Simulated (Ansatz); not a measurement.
Mg₉O₈: geometry relaxation (part 1 of 2)

Mg₉O₈ (defect cell, 17 atoms in the cell), computed with DFT LDA, scalar-relativistic, plane waves, PAW, PAW set soft_1, no spin polarisation (Ansatz 0.2.0).

The structure derives from an entry of the Crystallography Open Database. It belongs to a series of runs on one base structure; here: start relaxed.

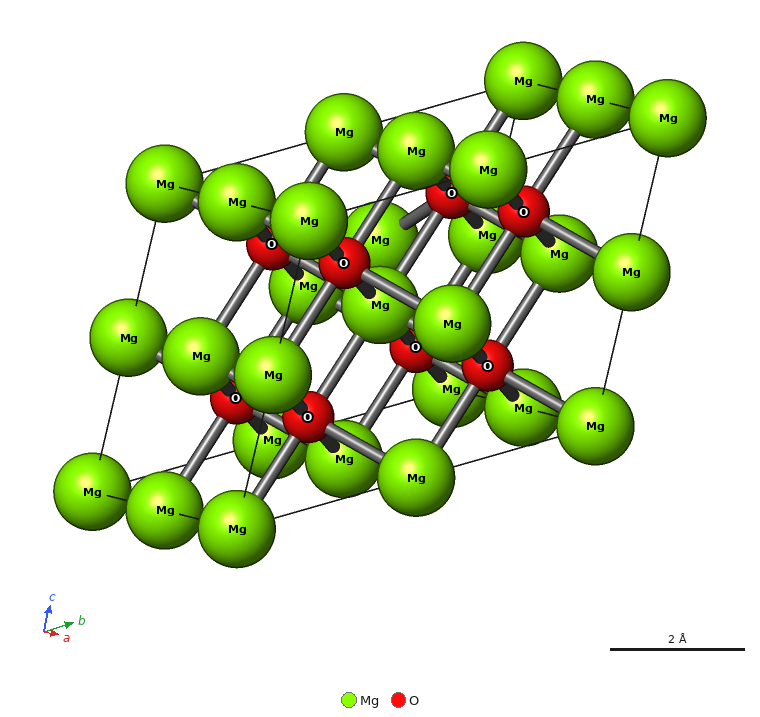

Fig. 1: The structure as given in the input (ball-and-stick view of the cell of the calculation, seen slightly off an axis).

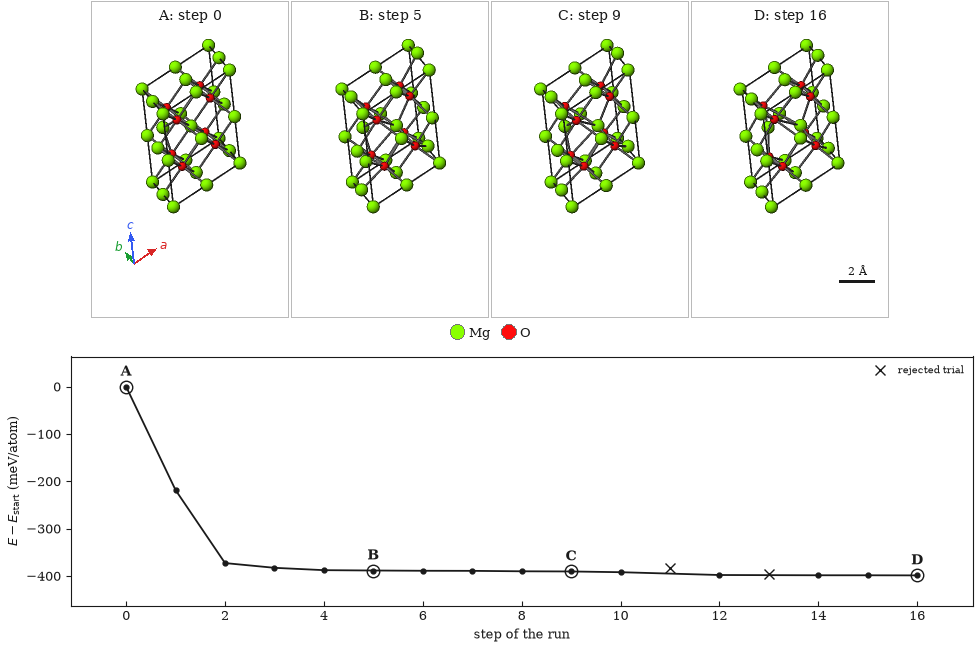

Fig. 2: Frames of the relaxation (ball-and-stick view of the cell of the calculation (origin shifted), seen slightly off an axis) above the curves, on which the letters mark them (the first geometry is step 0 here and step 1 in the log).

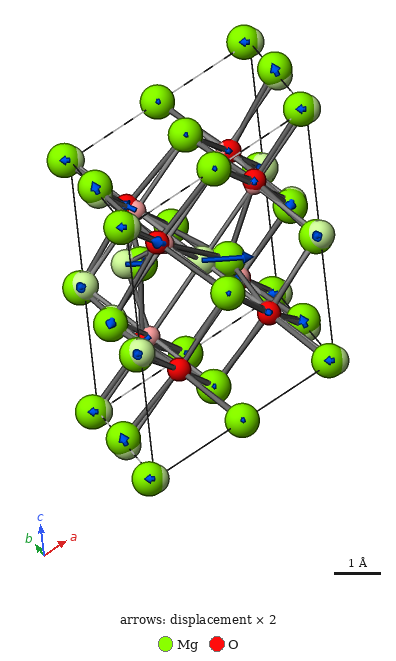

Fig. 3: Start (faint) and end (solid) with the displacements as blue arrows, magnified 2 times (ball-and-stick view of the cell of the calculation (origin shifted), seen slightly off an axis). Over 16 geometry steps the energy falls by 399 meV per atom. Largest force component: 7.2 eV/Å at the start, 0.034 eV/Å at the end. The line search rejected the trial steps at points 11, 13 (counted from 0) and went back. Mg15 moves most: 0.58 Å. By element the largest moves are Mg 0.58 Å, O 0.24 Å. The cell doesn't change. Among the contacts that change: O4–Mg15 2.005 → 2.625 Å, O8–Mg15 2.006 → 2.624 Å, O16–Mg17 1.774 → 2.013 Å, O10–Mg15 2.006 → 1.823 Å. Bonds break: O4–Mg15 (2.01 → 2.63 Å), O6–Mg15 (2.01 → 2.63 Å), O8–Mg15 (2.01 → 2.62 Å). Among the angles that change: O4–Mg15–O14 180.0° → 151.1°, O10–Mg15–O12 90.0° → 110.6°, O10–Mg15–O14 90.0° → 110.3°. (Atoms are counted from 1 in the order of the input.)

The input and output of the run follow.

The input:
```yaml
accuracy: low
crystal:
  lattice:
    - [0.0, 4.011, 4.011]
    - [4.011, 0.0, 4.011]
    - [4.011, 4.011, 0.0]
  atoms:
    - { symbol: Mg, position: [0.0, 0.0, 0.0] }
    - { symbol: O, position: [0.25, 0.25, 0.25] }
    - { symbol: Mg, position: [0.0, 0.0, 0.5] }
    - { symbol: O, position: [0.25, 0.25, 0.75] }
    - { symbol: Mg, position: [0.0, 0.5, 0.0] }
    - { symbol: O, position: [0.25, 0.75, 0.25] }
    - { symbol: Mg, position: [0.0, 0.5, 0.5] }
    - { symbol: O, position: [0.25, 0.75, 0.75] }
    - { symbol: Mg, position: [0.5, 0.0, 0.0] }
    - { symbol: O, position: [0.75, 0.25, 0.25] }
    - { symbol: Mg, position: [0.5, 0.0, 0.5] }
    - { symbol: O, position: [0.75, 0.25, 0.75] }
    - { symbol: Mg, position: [0.5, 0.5, 0.0] }
    - { symbol: O, position: [0.75, 0.75, 0.25] }
    - { symbol: Mg, position: [0.5, 0.5, 0.5] }
    - { symbol: O, position: [0.75, 0.75, 0.75] }
    - { symbol: Mg, position: [0.1330904, 0.6219745, 0.6253195] }
basis:
  ecutwfc: 420.0
kpoints:
  mp_grid: { grid: [2, 2, 2] }
hamiltonian:
  xc: lda
  pseudopotentials: { kind: paw, azcp: { folder: soft_1 } }
scf:
  occupations: { method: fermi_dirac, width: 0.02 }
  lower_state_search: "off"
relax:
  f_tol: 0.08
  max_steps: 25
  adjacent_minimum: "off"
```

Launched with:
```bash
ansatz run input.yaml --threads 1 --pin off --max-ram 3072MiB --backend cpu --events-out ev --progress --plain --runs-dir out
```

Output:
```
Warning: [file] the record states the generating functional pbe (its physics header spells it `PBE`), which answers neither for hamiltonian.xc's functional nor for the lda family's — results may be inconsistent (PPs are generated against a specific XC)
Warning: [file] the record states the generating functional pbe (its physics header spells it `PBE`), which answers neither for hamiltonian.xc's functional nor for the lda family's — results may be inconsistent (PPs are generated against a specific XC)
Engine: ansatz 0.2.0, aarch64-unknown-linux-gnu
Pseudopotentials: kind: paw
Pseudopotential: Mg, paw, valence charge 10, recommended cutoff 420 eV (normal), [file]
Pseudopotential: O, paw, valence charge 6, recommended cutoff 420 eV (normal), [file]
Functional definition: SPW92
  exchange = slater_x
  correlation = pw_c
Crystal: 17 atoms, lattice volume = 129.059 Å³
Basis set: ecut = 420 eV, 2565 PW (Γ)
Bands: 86, of which v1, the nominal top of the filled ones, is band 69 counted from 1 (68 counted from 0)
Symmetry: 1 space group operations
Space group: P1 (ITA 1), of the structure as read, at distance tolerance 5.1e-5 Å
k-points: 8
Non-local potential: Mg, projectors of the file, l = 0: 3, l = 1: 2, l = 2: 1
Non-local potential: O, projectors of the file, l = 0: 2, l = 1: 2, l = 2: 1
PAW form: soft (Blöchl's): semilocal exchange-correlation on the pseudo side does not see the compensation charge
PAW frozen core: Mg, regenerated for the run's functional, and the local potential with it (the file was generated under x = pbe(κ = 0.804, μ = 0.2195149727645171), c = pbe(β = 0.06672455060314922))
PAW frozen core: O, regenerated for the run's functional, and the local potential with it (the file was generated under x = pbe(κ = 0.804, μ = 0.2195149727645171), c = pbe(β = 0.06672455060314922))
PAW one-centre angular grid: Mg, 110 points (default); XC on 64 Gauss nodes
PAW one-centre angular grid: O, 110 points (default); XC on 64 Gauss nodes
Initial density: superposition of atomic densities (chi_scale 0.1, normalization cell, long waves kept (reshape's long-wave potential 0.06 eV rms))
Initial wavefunctions: pseudopotential atomic-orbital guess
Functional: x = slater, c = lda
SCF iter   1: F=—  HF=-21557.209964 eV  |F-HF|=—  |Δ(HF+E_count)|=         —  Δρ=7.04e-2  dr2=6.75e0  ethr=3.10e-3  ⟨swp⟩=7.0  Hψ=2865  notcnv=0  defer=2
preconditioner: auto → Resta (q_TF=auto, 2.759 Å⁻¹)  ε∞=3.6  [insulator: Δε(μ)=0.179 eV  Ē_g=15.378 eV  σ=0.020 eV  W_gap=0.98  n_scr=58 (ndim 8)  ℏωp=24.9 eV  f_vac=0.000  D(μ)=0.43/eV (n_scr^D=0)  ε∞_Penn≈3.6]
SCF iter   2: F=—  HF=-21555.518736 eV  |F-HF|=—  |Δ(HF+E_count)|=    1.69e0  Δρ=3.35e-2  dr2=1.36e0  ethr=3.10e-3  ⟨swp⟩=3.8  Hψ=1324  notcnv=0  defer=74
SCF iter   3: F=—  HF=-21555.406048 eV  |F-HF|=—  |Δ(HF+E_count)|=   1.13e-1  Δρ=1.02e-2  dr2=8.39e-2  ethr=9.87e-4  ⟨swp⟩=3.8  Hψ=1024  notcnv=0  defer=74
SCF iter   4: F=—  HF=-21555.399725 eV  |F-HF|=—  |Δ(HF+E_count)|=   6.32e-3  Δρ=3.15e-3  dr2=1.14e-2  ethr=6.08e-5  ⟨swp⟩=3.1  Hψ=1012  notcnv=0  defer=74
SCF iter   5: F=—  HF=-21555.398438 eV  |F-HF|=—  |Δ(HF+E_count)|=   1.29e-3  Δρ=8.58e-4  dr2=1.19e-3  ethr=8.29e-6  ⟨swp⟩=2.0  Hψ=1067  notcnv=0  defer=74
SCF iter   6: F=—  HF=-21555.398412 eV  |F-HF|=—  |Δ(HF+E_count)|=   2.64e-5  Δρ=4.70e-4  dr2=4.63e-4  ethr=8.59e-7  ⟨swp⟩=2.0  Hψ=762  notcnv=0  defer=74
SCF iter   7: F=—  HF=-21555.398366 eV  |F-HF|=—  |Δ(HF+E_count)|=   4.56e-5  Δρ=1.23e-4  dr2=1.39e-5  ethr=7.25e-8  ⟨swp⟩=3.0  Hψ=2390  notcnv=0
SCF iter   8: F=-21555.398363 eV  HF=-21555.398367 eV  |F-HF|=3.38e-6  |Δ(HF+E_count)|=   5.19e-7  Δρ=5.38e-5  dr2=4.95e-6  ethr=1.01e-8  ⟨swp⟩=3.0  Hψ=1828  notcnv=0
SCF 1 converged in 8 iterations: F = -21555.398363 eV  dr2 = 4.95e-6
  greatest PAW one-centre occupation: 1.005 electrons in one spin orbital (limit 2), on the Mg atom at site 16 (counted from 0), in its partial waves of l = 1
relax step   1: F+E_penalty+E_count = -21555.39836324 eV  Δ(F+E_penalty+E_count) = +0.000e0 eV  max|allowed force component| = 7.240e0 eV/Å  Δτ_max = 0.0000 Å  (8 SCF iters, dr2 threshold 1.00e-4 eV, accepted)
Initial density: handed on by an earlier stage of this run
Initial wavefunctions: those handed on with the density
iter 1 solved again at ethr=4.46e-4 eV; its pass at ethr=3.10e-3 eV (dr2=6.15e-1 eV) is discarded
SCF iter   1: F=—  HF=-21559.249137 eV  |F-HF|=—  |Δ(HF+E_count)|=         —  Δρ=1.73e-2  dr2=6.15e-1  ethr=4.46e-4  ⟨swp⟩=1.0  Hψ=2660  notcnv=0  defer=10
preconditioner: auto → Kerker (q_TF=auto, 2.759 Å⁻¹)  [metal: Δε(μ)=0.009 eV  Ē_g=17.096 eV  σ=0.020 eV  W_gap=0.11  n_scr=58 (ndim 8)  ℏωp=26.6 eV  f_vac=0.000  D(μ)=16.75/eV (n_scr^D=258)]
SCF iter   2: F=—  HF=-21559.153225 eV  |F-HF|=—  |Δ(HF+E_count)|=   9.59e-2  Δρ=7.90e-3  dr2=1.44e-1  ethr=4.45e-4  ⟨swp⟩=2.0  Hψ=673  notcnv=0  defer=10
SCF iter   3: F=—  HF=-21559.119410 eV  |F-HF|=—  |Δ(HF+E_count)|=   3.38e-2  Δρ=2.60e-3  dr2=2.31e-2  ethr=1.04e-4  ⟨swp⟩=2.2  Hψ=811  notcnv=0  defer=67
SCF iter   4: F=—  HF=-21559.112526 eV  |F-HF|=—  |Δ(HF+E_count)|=   6.88e-3  Δρ=8.82e-4  dr2=1.24e-3  ethr=1.67e-5  ⟨swp⟩=2.2  Hψ=1175  notcnv=0  defer=77
SCF iter   5: F=—  HF=-21559.112226 eV  |F-HF|=—  |Δ(HF+E_count)|=   3.00e-4  Δρ=5.10e-4  dr2=2.77e-4  ethr=9.01e-7  ⟨swp⟩=2.0  Hψ=878  notcnv=0  defer=77
SCF iter   6: F=—  HF=-21559.112154 eV  |F-HF|=—  |Δ(HF+E_count)|=   7.20e-5  Δρ=1.23e-4  dr2=1.88e-5  ethr=7.25e-8  ⟨swp⟩=3.0  Hψ=2482  notcnv=0
SCF iter   7: F=-21559.112148 eV  HF=-21559.112150 eV  |F-HF|=1.91e-6  |Δ(HF+E_count)|=   3.68e-6  Δρ=3.58e-5  dr2=2.47e-6  ethr=1.36e-8  ⟨swp⟩=4.0  Hψ=1959  notcnv=0
SCF 2 converged in 7 iterations: F = -21559.112148 eV  dr2 = 2.47e-6
  greatest PAW one-centre occupation: 1.004 electrons in one spin orbital (limit 2), on the Mg atom at site 16 (counted from 0), in its partial waves of l = 1
relax step   2: F+E_penalty+E_count = -21559.11214830 eV  Δ(F+E_penalty+E_count) = -3.714e0 eV  max|allowed force component| = 4.427e0 eV/Å  Δτ_max = 0.1000 Å  (7 SCF iters, dr2 threshold 1.00e-4 eV, accepted)
SCF iter   1: F=—  HF=-21562.881258 eV  |F-HF|=—  |Δ(HF+E_count)|=         —  Δρ=5.08e-2  dr2=7.48e0  ethr=3.10e-3  ⟨swp⟩=5.9  Hψ=2196  notcnv=0  defer=29
preconditioner: auto → Resta (q_TF=auto, 2.759 Å⁻¹)  ε∞=3.4  [insulator: Δε(μ)=0.186 eV  Ē_g=16.968 eV  σ=0.020 eV  W_gap=0.66  n_scr=58 (ndim 8)  ℏωp=26.6 eV  f_vac=0.000  D(μ)=8.34/eV (n_scr^D=88)  ε∞_Penn≈3.4]
SCF iter   2: F=—  HF=-21561.804117 eV  |F-HF|=—  |Δ(HF+E_count)|=    1.08e0  Δρ=1.91e-2  dr2=3.08e-1  ethr=3.10e-3  ⟨swp⟩=3.0  Hψ=904  notcnv=0  defer=86
preconditioner: auto → Kerker (q_TF=auto, 2.759 Å⁻¹)  [metal: Δε(μ)=0.006 eV  Ē_g=16.925 eV  σ=0.020 eV  W_gap=0.07  n_scr=58 (ndim 8)  ℏωp=26.6 eV  f_vac=0.000  D(μ)=12.15/eV (n_scr^D=168)]
SCF iter   3: F=—  HF=-21561.740333 eV  |F-HF|=—  |Δ(HF+E_count)|=   6.38e-2  Δρ=6.90e-3  dr2=3.85e-2  ethr=2.23e-4  ⟨swp⟩=2.0  Hψ=862  notcnv=0  defer=86
SCF iter   4: F=—  HF=-21561.734591 eV  |F-HF|=—  |Δ(HF+E_count)|=   5.74e-3  Δρ=2.60e-3  dr2=8.41e-3  ethr=2.79e-5  ⟨swp⟩=2.0  Hψ=778  notcnv=0  defer=86
SCF iter   5: F=—  HF=-21561.732871 eV  |F-HF|=—  |Δ(HF+E_count)|=   1.72e-3  Δρ=4.57e-4  dr2=5.56e-4  ethr=6.09e-6  ⟨swp⟩=2.0  Hψ=1108  notcnv=0  defer=86
SCF iter   6: F=—  HF=-21561.732714 eV  |F-HF|=—  |Δ(HF+E_count)|=   1.57e-4  Δρ=1.90e-4  dr2=6.38e-5  ethr=4.03e-7  ⟨swp⟩=2.0  Hψ=803  notcnv=0  defer=86
[...]
  greatest PAW one-centre occupation: 1.003 electrons in one spin orbital (limit 2), on the Mg atom at site 16 (counted from 0), in its partial waves of l = 1
relax step   3: F+E_penalty+E_count = -21561.73269026 eV  Δ(F+E_penalty+E_count) = -2.621e0 eV  max|allowed force component| = 5.726e-1 eV/Å  Δτ_max = 0.1672 Å  (7 SCF iters, dr2 threshold 1.00e-4 eV, accepted)
preconditioner: auto → Kerker (q_TF=auto, 2.759 Å⁻¹)  [metal: Δε(μ)=0.009 eV  Ē_g=16.860 eV  σ=0.020 eV  W_gap=0.11  n_scr=58 (ndim 8)  ℏωp=26.6 eV  f_vac=0.000  D(μ)=11.47/eV (n_scr^D=136)]
relax step   4: F+E_penalty+E_count = -21561.90313102 eV  Δ(F+E_penalty+E_count) = -1.704e-1 eV  max|allowed force component| = 5.182e-1 eV/Å  Δτ_max = 0.0365 Å  (6 SCF iters, dr2 threshold 2.05e-5 eV, accepted)
preconditioner: auto → Kerker (q_TF=auto, 2.759 Å⁻¹)  [metal: Δε(μ)=0.016 eV  Ē_g=16.801 eV  σ=0.020 eV  W_gap=0.19  n_scr=58 (ndim 8)  ℏωp=26.6 eV  f_vac=0.000  D(μ)=9.99/eV (n_scr^D=112)]
relax step   5: F+E_penalty+E_count = -21561.98746775 eV  Δ(F+E_penalty+E_count) = -8.434e-2 eV  max|allowed force component| = 1.816e-1 eV/Å  Δτ_max = 0.0420 Å  (7 SCF iters, dr2 threshold 1.68e-5 eV, accepted)
preconditioner: auto → Resta (q_TF=auto, 2.759 Å⁻¹)  ε∞=3.5  [insulator: Δε(μ)=0.059 eV  Ē_g=16.789 eV  σ=0.020 eV  W_gap=0.63  n_scr=58 (ndim 8)  ℏωp=26.6 eV  f_vac=0.000  D(μ)=4.29/eV (n_scr^D=26)  ε∞_Penn≈3.5]
preconditioner: auto → Kerker (q_TF=auto, 2.759 Å⁻¹)  [metal: Δε(μ)=0.040 eV  Ē_g=16.788 eV  σ=0.020 eV  W_gap=0.46  n_scr=58 (ndim 8)  ℏωp=26.6 eV  f_vac=0.000  D(μ)=5.76/eV (n_scr^D=58)]
relax step   6: F+E_penalty+E_count = -21561.99960567 eV  Δ(F+E_penalty+E_count) = -1.214e-2 eV  max|allowed force component| = 1.875e-1 eV/Å  Δτ_max = 0.0420 Å  (8 SCF iters, accepted)
preconditioner: auto → Kerker (q_TF=auto, 2.759 Å⁻¹)  [metal: Δε(μ)=0.042 eV  Ē_g=16.775 eV  σ=0.020 eV  W_gap=0.48  n_scr=58 (ndim 8)  ℏωp=26.6 eV  f_vac=0.000  D(μ)=5.88/eV (n_scr^D=58)]
relax step   7: F+E_penalty+E_count = -21562.00926520 eV  Δ(F+E_penalty+E_count) = -9.660e-3 eV  max|allowed force component| = 7.510e-2 eV/Å  Δτ_max = 0.0110 Å  (7 SCF iters, accepted)
preconditioner: auto → Resta (q_TF=auto, 2.759 Å⁻¹)  ε∞=3.5  [insulator: Δε(μ)=0.057 eV  Ē_g=16.772 eV  σ=0.020 eV  W_gap=0.61  n_scr=58 (ndim 8)  ℏωp=26.6 eV  f_vac=0.000  D(μ)=4.59/eV (n_scr^D=26)  ε∞_Penn≈3.5]
relax step   8: F+E_penalty+E_count = -21562.01215896 eV  Δ(F+E_penalty+E_count) = -2.894e-3 eV  max|allowed force component| = 1.332e-1 eV/Å  Δτ_max = 0.0074 Å  (6 SCF iters, accepted)
preconditioner: auto → Resta (q_TF=auto, 2.759 Å⁻¹)  ε∞=3.5  [insulator: Δε(μ)=0.131 eV  Ē_g=16.768 eV  σ=0.020 eV  W_gap=0.93  n_scr=58 (ndim 8)  ℏωp=26.6 eV  f_vac=0.000  D(μ)=1.21/eV (n_scr^D=0)  ε∞_Penn≈3.5]
relax step   9: F+E_penalty+E_count = -21562.02801911 eV  Δ(F+E_penalty+E_count) = -1.586e-2 eV  max|allowed force component| = 3.867e-1 eV/Å  Δτ_max = 0.0681 Å  (8 SCF iters, accepted)
preconditioner: auto → Kerker (q_TF=auto, 2.759 Å⁻¹)  [metal: Δε(μ)=0.032 eV  Ē_g=16.777 eV  σ=0.020 eV  W_gap=0.37  n_scr=58 (ndim 8)  ℏωp=26.6 eV  f_vac=0.000  D(μ)=6.79/eV (n_scr^D=58)]
preconditioner: auto → Resta (q_TF=auto, 2.759 Å⁻¹)  ε∞=3.5  [insulator: Δε(μ)=0.087 eV  Ē_g=16.778 eV  σ=0.020 eV  W_gap=0.80  n_scr=58 (ndim 8)  ℏωp=26.6 eV  f_vac=0.000  D(μ)=2.52/eV (n_scr^D=14)  ε∞_Penn≈3.5]
```
